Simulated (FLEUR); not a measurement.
System: CuAu, space group R-3m (No. 166).

Structure:
```xyz
2
Lattice="1.4431 0.8331 4.2562 -1.4431 0.8331 4.2562 0.0000 -1.6663 4.2562" Properties=species:S:1:pos:R:3 pbc="T T T"
Au    0.0000    0.0000    0.0000
Cu    0.0000    0.0000    6.3843
```

How it was computed, with FLEUR MaX-R8.1 (later development tree): all-electron LAPW DFT, no spin polarisation; energies at scaled volumes of the given cell, shape and fractions fixed, counted from the fit's minimum, third-order Birch-Murnaghan fit. Level: PBEsol.

k mesh 11×11×11; occupations Fermi–Dirac; smearing width 0.05 eV; potentials all electron; program settings basis FLAPW, kmax 4.28 1/bohr.

Describe the result: the energy against volume. The volume takes the values 14.43, 14.74, 15.04, 15.35, 15.66, 15.97, 16.27 Å³/atom.

A third-order Birch–Murnaghan fit gives V0 = 14.51 Å³/atom, B0 = 167 GPa and B′ = 5.6. The energy rises from 0.22 meV/atom at volume 14.43 Å³/atom to 87.32 meV/atom at 16.27 Å³/atom.

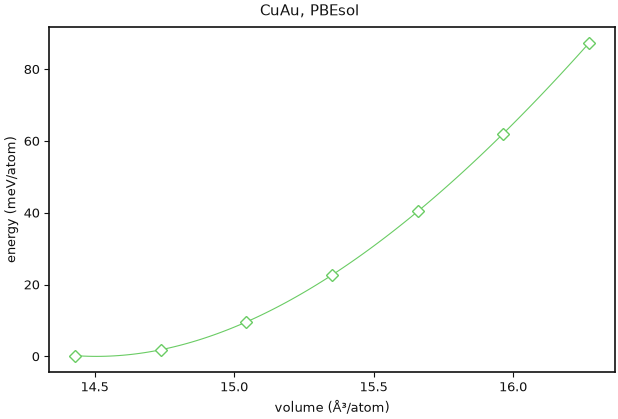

Limits of the calculation: spin-orbit coupling left out, heavy elements; shape and atomic fractions are frozen while scaling, which makes layered, chain and framework solids too stiff.
